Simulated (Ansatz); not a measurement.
Given this structure:

Space group Pa-3 (No. 205). a = 5.068 Å, b = 5.068 Å, c = 5.068 Å, α = 90.00°, β = 90.00°, γ = 90.00°
```csv
atom,site,symmetry,x,y,z
Sn,4a,.-3.,0.0000,0.5000,0.5000
O,8c,.3.,0.3396,0.1604,0.8396
```

> Characterise the structure given above.

Its composition is SnO2. Space group: Pa-3 (No. 205). Lattice: primitive cubic. One cell contains 4 Sn, 8 O, 12 atoms in all. Sn bonds to six O in a distorted octahedral arrangement at 2.07 Å. Each O is bonded to three Sn in a trigonal planar arrangement at 2.07 Å. The bonds build a three-dimensional framework.

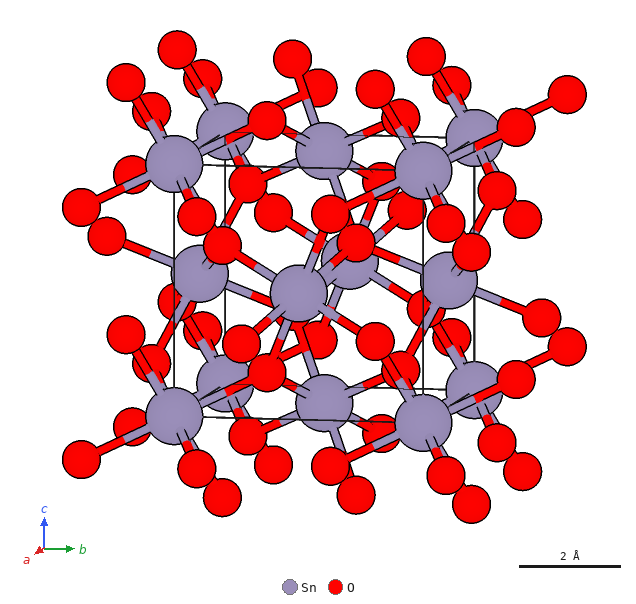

Crystal structure, ball-and-stick style, seen slightly off an axis. Atoms at the boundary of the conventional unit cell (the box) are drawn once for each face, edge or corner they touch. Bonded atoms from the next cells complete the picture.

Its origin is a structure listed in the Materials Project. The geometry is the end of a relaxation with Ansatz, DFT LDA, scalar-relativistic, plane waves, PAW.
